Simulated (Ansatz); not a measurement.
# Run report: GeSi3, single-point calculation

- system: GeSi3 (Pmm2, 8 atoms in the cell)
- method: DFT r2SCAN, scalar-relativistic, plane waves, PAW, no spin polarisation (Ansatz 0.2.0)

The structure derives from a Materials Project entry. It belongs to a series of runs on one base structure; here: band edges sought over the zone. Figures and captions count atoms from 1; the log counts them from 0 in places.

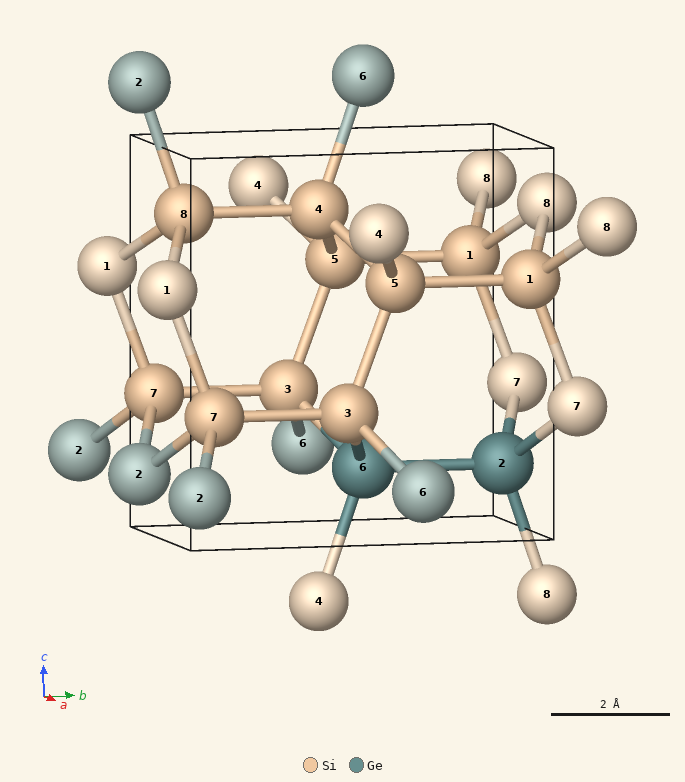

**Figure 1.** The input geometry (ball-and-stick view of the cell of the calculation, seen slightly off an axis; neighbours outside the cell are drawn fainter; atoms are numbered from 1 in the order of the input). An atom can appear more than once, as a periodic image. Near neighbours in the periodic cell (some may lie outside the picture): Si has 4 Si at 2.35 to 2.38 Å; Ge has 1 Ge at 2.46 Å and 3 Si at 2.39 to 2.40 Å; Si has 2 Ge at 2.39 Å and 2 Si at 2.35 to 2.36 Å; Si has 1 Ge at 2.40 Å and 3 Si at 2.36 to 2.37 Å.

**Input file**
```yaml
crystal:
  lattice:
    - [-1.934269093, -3.3502523446, 0.0]
    - [0.0, 0.0, -6.3970803142]
    - [5.8029078122, -3.3503103874, 0.0]
  atoms:
    - { symbol: Si, position: [0.0, 0.9360193237, 0.6669806365] }
    - { symbol: Ge, position: [0.5, 0.9419380249, 0.1663269487] }
    - { symbol: Si, position: [0.0, 0.4347073377, 0.3385679138] }
    - { symbol: Si, position: [0.5, 0.4356222316, 0.828124501] }
    - { symbol: Si, position: [0.0, 0.5639806763, 0.6669806365] }
    - { symbol: Ge, position: [0.5, 0.5580619751, 0.1663269487] }
    - { symbol: Si, position: [0.0, 0.0652926623, 0.3385679138] }
    - { symbol: Si, position: [0.5, 0.0643777684, 0.828124501] }
basis:
  ecutwfc: 500
kpoints:
  mp_grid: { grid: [10, 6, 6] }
  band_path: { path: [VBM, CBM], npoints: 2 }
hamiltonian:
  xc: r2scan
scf:
  occupations: { method: gaussian, width: 0.1 }
output:
  forces: true
  stress: true
  eigenvalues: true
checkpoint:
  read: start.run
  write: ck
  compress: false
  write_wavefunctions: false
  write_every: 100000
```

Hardware: 1 thread of Intel Xeon (Granite Rapids), 32 GiB of memory available, shared host.

Run as:
```bash
ansatz run input.yaml --threads 1 --pin off --max-ram 2560MiB --backend cpu --events-out ev --progress --plain --runs-dir out
```

**The program's output**
```
Engine: ansatz 0.2.0, x86_64-unknown-linux-gnu
Pseudopotentials: kind: paw
Pseudopotential: Si, paw, valence charge 4, recommended cutoff 500 eV (meta_gga), Si.paw.azcp
Pseudopotential: Ge, paw, valence charge 14, recommended cutoff 500 eV (meta_gga), Ge.paw.azcp
Functional definition: r2SCAN
  parameter k0 = 0.174
  parameter k1 = 0.065
  parameter a1 = 4.9479
  exchange = r2scan_x(k0 = k0, k1 = k1, a1 = a1)
  correlation = r2scan_c
Crystal: 8 atoms, lattice volume = 165.823 Å³
Basis set: ecut = 500 eV, 4221 PW (Γ), exchange–correlation on 120×192×200 points (64 copies of the dense FFT grid, shifted against one another)
Bands: 34, of which v1, the nominal top of the filled ones, is band 26 counted from 1 (25 counted from 0)
Symmetry: 4 space group operations
Space group: Pmm2 (ITA 25), of the structure as read, at distance tolerance 5.5e-5 Å
k-points: 96 of 360 (time reversal used)
Non-local potential: Si, projectors of the file, l = 0: 2, l = 1: 2, l = 2: 2
Non-local potential: Ge, projectors of the file, l = 0: 2, l = 1: 2, l = 2: 3, l = 3: 1
PAW form: soft (Blöchl's): semilocal exchange-correlation on the pseudo side does not see the compensation charge
PAW frozen core: Si, regenerated for the run's functional (the file was generated under x = pbe(κ = 0.804, μ = 0.2195149727645171), c = pbe(β = 0.06672455060314922))
PAW frozen core: Ge, regenerated for the run's functional (the file was generated under x = pbe(κ = 0.804, μ = 0.2195149727645171), c = pbe(β = 0.06672455060314922))
PAW one-centre angular grid: Si, 302 points (default); XC on 160 Gauss nodes
PAW one-centre angular grid: Ge, 590 points (default); XC on 160 Gauss nodes
Initial density: read from a saved state, or passed on in memory by an earlier SCF of this step, an earlier step, the calling program or the single point that the run made first
Initial wavefunctions: pseudopotential atomic-orbital guess
Functional: x = r2scan, c = r2scan; τ floored in thin density (d = 2e-4 eV/Å³)
iter 1 solved again at ethr=3.13e-7 eV; its pass at ethr=3.10e-3 eV (dr2=1.63e-4 eV) is discarded
SCF iter   1: F=—  HF=-12440.052515 eV  |F-HF|=—  |Δ(HF+E_count)|=         —  Δρ=9.99e-7  dr2=9.74e-10  dr2_τ=1.61e-11  ethr=3.13e-7  ⟨swp⟩=3.2  Hψ=23868  notcnv=0
eigensolver tolerance schedule: the retry pair's looser diagonalisation over-reported the residual by 167005.17 of it (diagonalisation noise at an unbounded share of the residual, at the tolerance the schedule requests for it); recorded, not acted on — ethr = c·dr2/N_el stays at c = 1.0e-1
preconditioner: auto → Resta (q_TF=auto, 2.249 Å⁻¹)  ε∞=4.7  [insulator: Δε(μ)=0.401 eV  Ē_g=8.444 eV  σ=0.100 eV  W_gap=1.00  n_scr=38 (ndim 8)  ℏωp=16.3 eV  f_vac=0.001  D(μ)=0.00/eV (n_scr^D=0)  ε∞_Penn≈4.7]
SCF iter   2: F=—  HF=-12440.052490 eV  |F-HF|=—  |Δ(HF+E_count)|=   2.45e-5  Δρ=8.25e-7  dr2=5.54e-10  dr2_τ=2.74e-11  ethr=1.87e-12  ⟨swp⟩=8.4  Hψ=15015  notcnv=0
SCF iter   3: F=-12440.052490 eV  HF=-12440.052490 eV  |F-HF|=4.40e-10  |Δ(HF+E_count)|=  6.86e-10  Δρ=4.55e-7  dr2=1.99e-10  dr2_τ=3.97e-12  ethr=1.07e-12  ⟨swp⟩=1.0  Hψ=7897  notcnv=0
SCF 1 converged in 3 iterations: F = -12440.052490 eV  dr2 = 1.99e-10
  greatest PAW one-centre occupation: 0.998 electrons in one spin orbital (limit 2), on the Ge atom at site 5 (counted from 0), in its partial waves of l = 2
NSCF: frozen V_eff on 64 k-points
NSCF: frozen V_eff on 64 k-points
NSCF: frozen V_eff on 64 k-points
NSCF: frozen V_eff on 64 k-points
NSCF: frozen V_eff on 25 k-points
NSCF: frozen V_eff on 33 k-points
NSCF: frozen V_eff on 41 k-points
NSCF: frozen V_eff on 32 k-points
NSCF: frozen V_eff on 19 k-points
NSCF: frozen V_eff on 15 k-points
NSCF: frozen V_eff on 3 k-points
SCF converged after 3 iterations
Free energy (F): -12440.052490 eV
Harris-Foulkes:  -12440.052490 eV  (|F-HF|=4.40e-10)
Internal energy: -12440.052484 eV  (E = F + TS)
E sigma→0 (E₀):  -12440.052487 eV
Entropy (-TS):   -0.000006 eV (-0.001 meV/atom)
Fermi energy:    7.205648 eV
--- Per-component energies (eV) ---
  E_band       = -320.070772
  E_kinetic    = 464.721719
  E_local      = -6304.073654  (includes V_loc(G=0)·N_el)
  E_nonlocal   = 990.415316
  E_hartree    = 2805.866451
  E_xc         = -447.391097
  E_vxc        = -434.497003  (∫ρ·V_xc dr)
  E_paw        = -7185.908878  (= ΣΔE_a)
  E_vpaw       = -667.664195  (= ΣTr[D̂ρ^β])
  E_aug_tail   = 0.000053  (compensation charges beyond the density's cutoff)
  E_vtau       = 19.294830  (kinetic-family band-sum trace: ∫τ·v_τ [+ j·A + Jᵃ·Aᵃ] dr)
  E_ewald      = -2761.052265
  E_core_change = -2.630129  (= ΣΔE_core)
  E_smearing   = -0.000006  (= −TS)
  E_closure    = 0.000000  (closes the sum)
  Σ components = -12440.052490   (vs F -12440.052490, Δ=0.00e0)
--- Forces (eV/Å), atoms counted from 1 ---
  atom   1  Si     0.00200801    -0.00115933     0.00404310
  atom   2  Ge     0.00058094    -0.00033540    -0.00373665
  atom   3  Si    -0.00082928     0.00047879    -0.00489424
  atom   4  Si    -0.00175870     0.00101538     0.00050052
  atom   5  Si     0.00200801    -0.00115933    -0.00404310
  atom   6  Ge     0.00058094    -0.00033540     0.00373665
  atom   7  Si    -0.00082928     0.00047879     0.00489424
  atom   8  Si    -0.00175870     0.00101538    -0.00050052
  max |Σ_I F_I| component: 1.94e-6 eV/Å
--- Stress (GPa, compression-positive) ---
       -0.012097       0.009059      -0.000000
        0.009059      -0.001637       0.000000
       -0.000000       0.000000       0.008477
  P = ⅓ Tr σ = -0.0018 GPa (-0.018 kbar)
--- Band table (eV; the first three rows and the last of 96) ---
  k-point 0: bands = ["-18.2304", "-18.1400", "-18.1362", "-18.0888", "-18.0855", "-18.0840", "-18.0804", "-18.0355", "-18.0335", "-17.9910", "-6.0186", "-3.7503", "-3.6886", "-2.0360", "-1.3014", "-0.6531", "0.5450", "2.0852", "3.6940", "3.8795", "5.3391", "5.3565", "5.3833", "6.5956", "6.9732", "7.0030", "7.5850", "8.0349", "9.1488", "9.1851", "9.2783", "9.5304", "10.2759", "10.3838"]
  k-point 1: bands = ["-18.2304", "-18.1400", "-18.1362", "-18.0888", "-18.0855", "-18.0840", "-18.0804", "-18.0355", "-18.0335", "-17.9910", "-5.9374", "-4.1014", "-3.6052", "-1.6853", "-1.6203", "-0.6126", "1.0854", "1.9467", "3.7674", "4.1727", "4.6212", "5.1784", "5.4537", "6.2612", "6.4735", "6.8392", "7.6614", "8.5190", "9.3355", "9.3888", "9.4042", "9.6123", "10.4318", "10.4402"]
  k-point 2: bands = ["-18.2304", "-18.1400", "-18.1362", "-18.0888", "-18.0855", "-18.0840", "-18.0804", "-18.0355", "-18.0335", "-17.9910", "-5.7019", "-4.6910", "-3.3630", "-2.3117", "-0.9420", "-0.5190", "1.8687", "2.1790", "3.3921", "3.9792", "4.7851", "4.8057", "4.9247", "5.6528", "6.0950", "6.4747", "7.8645", "8.4930", "9.6403", "9.8271", "9.9254", "10.4218", "10.4802", "10.5281"]
  k-point 95: bands = ["-18.2246", "-18.1393", "-18.1374", "-18.0880", "-18.0855", "-18.0797", "-18.0779", "-18.0372", "-18.0355", "-17.9895", "-3.4454", "-3.0195", "-2.8550", "-2.8436", "-1.1415", "-0.7352", "-0.6368", "-0.5365", "4.1968", "4.2377", "4.2499", "4.3399", "4.3581", "4.4117", "4.4428", "4.6391", "7.5340", "7.9946", "8.1446", "8.3460", "8.8071", "8.8397", "8.9595", "9.2445"]
```

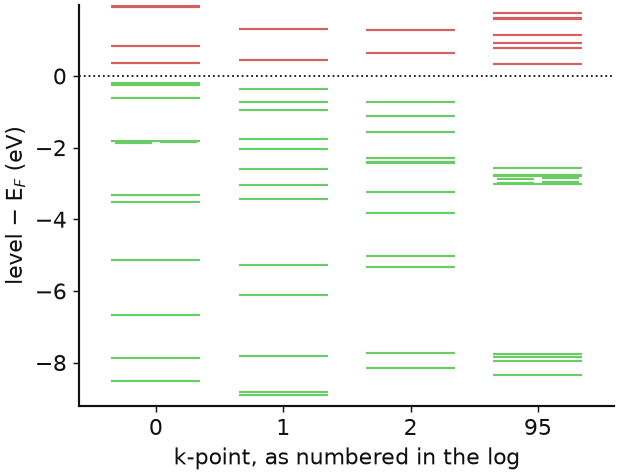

**Figure 2.** Kohn–Sham levels near the Fermi level (dotted) at the few k-points that the log prints; levels within 0.02 eV of each other stand side by side. Among these points the highest filled and lowest empty levels are 0.53 eV apart; the gap on the full mesh, 0.40 eV, has an edge at a point that isn't printed.

**Results in brief**

```json
{"quantity": "outcome", "value": "converged"}
{"quantity": "space group (tolerance 0.01 Å)", "value": "Pmm2 (25)"}
{"quantity": "electrons treated", "value": "52"}
{"quantity": "free energy", "value": "−12440.0525 eV"}
{"quantity": "Fermi energy", "value": "7.206 eV"}
{"quantity": "gap on the k-point mesh", "value": "0.40 eV"}
{"quantity": "gap on the band path", "value": "0.40 eV"}
{"quantity": "pressure", "value": "0.00 GPa"}
{"quantity": "largest force (length of the vector)", "value": "0.005 eV/Å"}
{"quantity": "wall time", "value": "2.2 min"}
{"quantity": "peak memory", "value": "0.96 GiB"}
```
